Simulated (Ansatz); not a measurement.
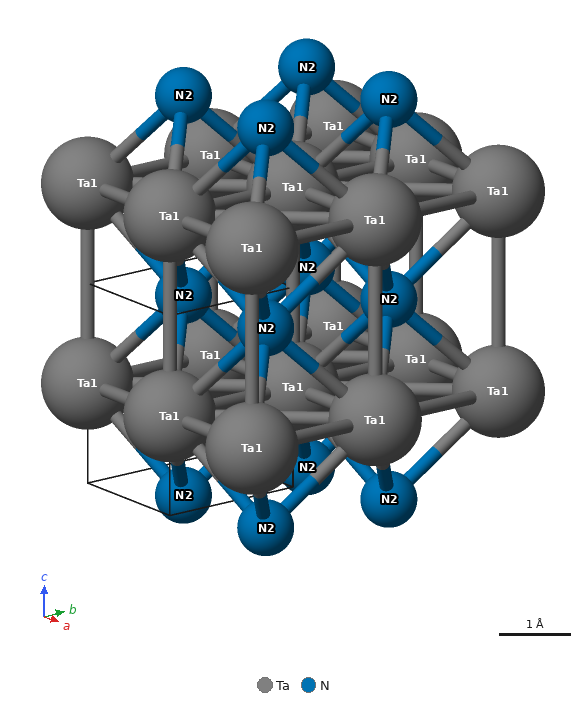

**Figure 1.** The structure as given in the input (ball-and-stick view of the cell of the calculation, repeated 2 × 2 × 2, seen slightly off an axis; atoms are numbered from 1 in the order of the input). An atom can appear more than once, as a periodic image. Near neighbours in the periodic cell (some may lie outside the picture): Ta has 6 N at 2.23 Å and 8 Ta at 2.88 to 2.94 Å; N has 6 Ta at 2.23 Å.

**TaN: a changed input and its effect**

System: TaN (P-6m2, 2 atoms in the cell).
Method of run A: Kohn-Sham DFT of a periodic cell, PBE0, Ansatz PAW, no spin polarisation (Ansatz 0.2.0).

The structure derives from an entry of the Crystallography Open Database. Text and figures count atoms from 1; the logs count them from 0 in places.

Input, run A:
```yaml
crystal:
  lattice:
    - [2.938, 0.0, 0.0]
    - [-1.469, 2.5443826363, 0.0]
    - [0.0, 0.0, 2.883]
  atoms:
    - { symbol: Ta, position: [0.0, 0.0, 0.5] }
    - { symbol: "N", position: [0.6666666667, 0.3333333333, 0.0] }
hamiltonian:
  xc: pbe0
  pseudopotentials: { kind: paw }
kpoints:
  mp_grid: { grid: [5, 5, 5] }
scf:
  occupations: { method: fermi_dirac, width: 0.05 }
output:
  forces: true
  stress: true
  eigenvalues: true
relax:
  f_tol: 0.01
  max_steps: 40
  cell: { stress_tol: 0.05 }
```

Hardware: 1 × NVIDIA H100 80GB HBM3, 2 threads of AMD EPYC (Zen 3), 144 GiB of memory available, shared host.

Output, shortened to warnings, some set-up lines, iterations and results (run A):
```
Basis set: ecut = 420 eV, 405 PW (Γ), exchange–correlation on 40×40×40 points (8 copies of the dense FFT grid, shifted against one another)
Symmetry: 12 space group operations
k-points: 15 of 125 (time reversal used)
Initial density: superposition of atomic densities (neutral atoms: chi_scale 0, normalization atom), corrected by the library's trained network
[...]
SCF iter   1: F=—  HF=-10318.516259 eV  |F-HF|=—  |Δ(HF+E_count)|=         —  Δρ=8.50e-3  dr2=7.27e-3  ethr=1.77e-3  ⟨swp⟩=4.9  Hψ=767  notcnv=0
SCF iter   2: F=—  HF=-10318.516438 eV  |F-HF|=—  |Δ(HF+E_count)|=   1.80e-4  Δρ=3.96e-3  dr2=1.33e-3  ethr=4.04e-5  ⟨swp⟩=2.9  Hψ=399  notcnv=0
SCF iter   3: F=—  HF=-10318.516899 eV  |F-HF|=—  |Δ(HF+E_count)|=   4.61e-4  Δρ=4.39e-4  dr2=1.51e-5  ethr=7.32e-8  ⟨swp⟩=3.1  Hψ=860  notcnv=0
SCF iter   4: F=—  HF=-10318.516905 eV  |F-HF|=—  |Δ(HF+E_count)|=   6.10e-6  Δρ=8.96e-5  dr2=1.60e-6  ethr=7.32e-8  ⟨swp⟩=3.1  Hψ=438  notcnv=0
SCF iter   5: F=—  HF=-10318.516905 eV  |F-HF|=—  |Δ(HF+E_count)|=   6.00e-7  Δρ=1.72e-5  dr2=5.28e-8  ethr=8.92e-9  ⟨swp⟩=3.0  Hψ=364  notcnv=0
[... 107 lines ...]
SCF 14 converged in 10 iterations: F = -10316.820030 eV  dr2 = 1.79e-12
SCF iter   1: F=—  HF=-10316.820030 eV  |F-HF|=—  |Δ(HF+E_count)|=         —  Δρ=2.36e-7  dr2=3.10e-12  ethr=7.88e-12  ⟨swp⟩=8.5  Hψ=675  notcnv=0
SCF iter   2: F=-10316.820030 eV  HF=-10316.820030 eV  |F-HF|=3.64e-12  |Δ(HF+E_count)|=  3.64e-12  Δρ=9.52e-8  dr2=6.13e-13  ethr=1.00e-12  ⟨swp⟩=2.0  Hψ=331  notcnv=0
SCF 15 converged in 2 iterations: F = -10316.820030 eV  dr2 = 6.13e-13
relax step   5: F+E_penalty+E_count = -10316.82002980 eV  Δ(F+E_penalty+E_count) = +3.965e-4 eV  max|allowed force component| = 5.551e-17 eV/Å  Δτ_max = 0.0000 Å  P = -0.031 …
basis re-selected at this cell: Δ(F+E_penalty+E_count) = +3.965e-4 eV, ΔP = -0.036 GPa vs the last step (what re-selecting the basis moved, of the pressure what is left beyond the Pulay correction that the steps carried, after the strain that the cell walked since its last selection, with what the …
hybrid SCF converged: 2 outer / 12 inner (+0 warm-up), last move |dexx| = 3.54e-12 eV, tail = 1.45e-12 eV
Stability not checked: this state was not tested for a lower state beside it, because the functional holds exact exchange (a hybrid, or Hartree-Fock), whose exchange loop this test does not read (fock_operator; see scf.lower_state_search)
Free energy (F): -10316.820030 eV
Frozen-core exchange: fock
Harris-Foulkes:  -10316.820030 eV  (|F-HF|=3.64e-12)
Internal energy: -10316.817812 eV  (E = F + TS)
E sigma→0 (E₀):  -10316.818921 eV
Entropy (-TS):   -0.002218 eV (-1.109 meV/atom)
Fermi energy:    20.677550 eV
--- Per-component energies (eV) ---
  E_band       = -89.610167
  E_kinetic    = 498.628476
  E_local      = -590.772614  (includes V_loc(G=0)·N_el)
  E_nonlocal   = 60.940775
  E_hartree    = 198.833031
  E_xc         = -216.162975
  E_vxc        = -218.218186  (∫ρ·V_xc dr)
  E_exx        = -57.326228  (= α·E_x^exact, valence–valence)
  E_paw        = -8528.460734  (= ΣΔE_a)
  E_vpaw       = -123.202413  (= ΣTr[D̂ρ^β])
  E_aug_tail   = 0.000188  (compensation charges beyond the density's cutoff)
  E_ewald      = -1679.108759
  E_core_change = -3.388971  (= ΣΔE_core)
  E_smearing   = -0.002218  (= −TS)
  E_closure    = -0.000000  (closes the sum)
  Σ components = -10316.820030   (vs F -10316.820030, Δ=0.00e0)
--- Forces (eV/Å), atoms counted from 1 ---
  atom   1  Ta     0.00000000     0.00000000     0.00000000
  atom   2  N      0.00000000     0.00000000     0.00000000
  max |Σ_I F_I| component: 4.07e-16 eV/Å
--- Stress (GPa, compression-positive) ---
       -0.034809       0.000000      -0.000000
        0.000000      -0.034809      -0.000000
       -0.000000      -0.000000      -0.024357
  P = ⅓ Tr σ = -0.0313 GPa (-0.313 kbar)
--- Relaxed structure (4 steps of the walk, 4 accepted, 1 SCFs on fresh bases) ---
  F+E_penalty+E_count = -10316.82002980 eV   max|allowed force component| = 5.551e-17 eV/Å   (the final SCF, on the basis selected at the relaxed cell)
  cell:  # Å, volume = 21.3555 Å³
[...]
```

The input of run B differs as follows (lines with − go, lines with + come):
```diff
-  xc: pbe0
+  xc: { exchange: pbesol, correlation: pbesol, exx: { coeff: 0.25 } }
+  write_density: true
+  write_potential: true
+  elf: true
+  volumetric_format: npy
```

How does run B compare with run A?

The total energies belong to different methods, so their difference says nothing on which is more stable or more accurate. The volume per atom goes from 10.68 to 10.49 Å³. On the same kind of shared host run B took about 1.7 times as long.

Output, shortened to warnings, some set-up lines, iterations and results (run B):
```
Basis set: ecut = 420 eV, 405 PW (Γ), exchange–correlation on 40×40×40 points (8 copies of the dense FFT grid, shifted against one another)
Symmetry: 12 space group operations
k-points: 15 of 125 (time reversal used)
Initial density: superposition of atomic densities (neutral atoms: chi_scale 0, normalization atom), corrected by the library's trained network
[...]
SCF iter   1: F=—  HF=-10187.640298 eV  |F-HF|=—  |Δ(HF+E_count)|=         —  Δρ=1.45e-2  dr2=3.43e-2  ethr=1.77e-3  ⟨swp⟩=4.9  Hψ=768  notcnv=0
SCF iter   2: F=—  HF=-10187.632587 eV  |F-HF|=—  |Δ(HF+E_count)|=   7.71e-3  Δρ=4.92e-3  dr2=3.66e-3  ethr=1.90e-4  ⟨swp⟩=2.8  Hψ=402  notcnv=0
SCF iter   3: F=—  HF=-10187.632255 eV  |F-HF|=—  |Δ(HF+E_count)|=   3.32e-4  Δρ=8.65e-4  dr2=6.14e-5  ethr=3.28e-7  ⟨swp⟩=2.9  Hψ=768  notcnv=0
SCF iter   4: F=—  HF=-10187.632265 eV  |F-HF|=—  |Δ(HF+E_count)|=   1.04e-5  Δρ=1.25e-4  dr2=2.11e-6  ethr=3.28e-7  ⟨swp⟩=3.0  Hψ=389  notcnv=0
SCF iter   5: F=—  HF=-10187.632265 eV  |F-HF|=—  |Δ(HF+E_count)|=   3.95e-7  Δρ=1.23e-5  dr2=1.06e-8  ethr=1.17e-8  ⟨swp⟩=3.1  Hψ=409  notcnv=0
[... 155 lines ...]
SCF 21 converged in 6 iterations: F = -10222.505405 eV  dr2 = 1.22e-12
SCF iter   1: F=—  HF=-10222.505405 eV  |F-HF|=—  |Δ(HF+E_count)|=         —  Δρ=1.53e-7  dr2=2.81e-12  ethr=1.11e-12  ⟨swp⟩=9.2  Hψ=645  notcnv=0
SCF iter   2: F=-10222.505405 eV  HF=-10222.505405 eV  |F-HF|=1.82e-12  |Δ(HF+E_count)|=    0.00e0  Δρ=4.89e-8  dr2=1.63e-13  ethr=1.00e-12  ⟨swp⟩=2.0  Hψ=331  notcnv=0
SCF 22 converged in 2 iterations: F = -10222.505405 eV  dr2 = 1.63e-13
relax step   8: F+E_penalty+E_count = -10222.50540456 eV  Δ(F+E_penalty+E_count) = +3.903e-5 eV  max|allowed force component| = 1.110e-16 eV/Å  Δτ_max = 0.0000 Å  P = -0.002 …
basis re-selected at this cell: Δ(F+E_penalty+E_count) = +3.903e-5 eV, ΔP = -0.002 GPa vs the last step (what re-selecting the basis moved, of the pressure what is left beyond the Pulay correction that the steps carried, after the strain that the cell walked since its last selection, with what the …
hybrid SCF converged: 2 outer / 8 inner (+0 warm-up), last move |dexx| = 4.55e-13 eV, tail = 3.60e-13 eV
Stability not checked: this state was not tested for a lower state beside it, because the functional holds exact exchange (a hybrid, or Hartree-Fock), whose exchange loop this test does not read (fock_operator; see scf.lower_state_search)
Free energy (F): -10222.505405 eV
Frozen-core exchange: fock
Harris-Foulkes:  -10222.505405 eV  (|F-HF|=1.82e-12)
Internal energy: -10222.503186 eV  (E = F + TS)
E sigma→0 (E₀):  -10222.504296 eV
Entropy (-TS):   -0.002218 eV (-1.109 meV/atom)
Fermi energy:    20.922498 eV
--- Per-component energies (eV) ---
  E_band       = -84.727364
  E_kinetic    = 499.604107
  E_local      = -581.307433  (includes V_loc(G=0)·N_el)
  E_nonlocal   = 64.122882
  E_hartree    = 195.631601
  E_xc         = -215.309326
  E_vxc        = -218.276497  (∫ρ·V_xc dr)
  E_exx        = -57.414220  (= α·E_x^exact, valence–valence)
  E_paw        = -8435.431624  (= ΣΔE_a)
  E_vpaw       = -125.305370  (= ΣTr[D̂ρ^β])
  E_aug_tail   = 0.000185  (compensation charges beyond the density's cutoff)
  E_ewald      = -1689.194847
  E_core_change = -3.204512  (= ΣΔE_core)
  E_smearing   = -0.002218  (= −TS)
  E_closure    = -0.000000  (closes the sum)
  Σ components = -10222.505405   (vs F -10222.505405, Δ=0.00e0)
--- Forces (eV/Å), atoms counted from 1 ---
  atom   1  Ta     0.00000000     0.00000000    -0.00000000
  atom   2  N      0.00000000     0.00000000     0.00000000
  max |Σ_I F_I| component: 2.96e-16 eV/Å
--- Stress (GPa, compression-positive) ---
       -0.002383      -0.000000       0.000000
       -0.000000      -0.002383      -0.000000
        0.000000      -0.000000      -0.001145
  P = ⅓ Tr σ = -0.0020 GPa (-0.020 kbar)
--- Relaxed structure (6 steps of the walk, 6 accepted, 2 SCFs on fresh bases) ---
  F+E_penalty+E_count = -10222.50540456 eV   max|allowed force component| = 1.110e-16 eV/Å   (the final SCF, on the basis selected at the relaxed cell)
  cell:  # Å, volume = 20.9746 Å³
[...]
```

The two runs side by side:

| quantity | run A | run B |
| --- | --- | --- |
| outcome | converged | converged |
| free energy per atom (eV) | −5158.4100 | −5111.2527 |
| energy per atom, smearing taken to zero (eV) | −5158.4095 | −5111.2521 |
| gap on the mesh (eV) | 0.00 | 0.00 |
| pressure (GPa) | −0.03 | 0.00 |
| volume per atom (Å³) | 10.68 | 10.49 |
| largest force (eV/Å) | 0.000 | 0.000 |
| irreducible k-points | 15 | 15 |
| wall time (shared host) | 30 s | 50 s |

For both runs: Spin–orbit coupling is left out, which matters for Ta. The k-point mesh is coarse for a cell of this size, so the results may not be converged.
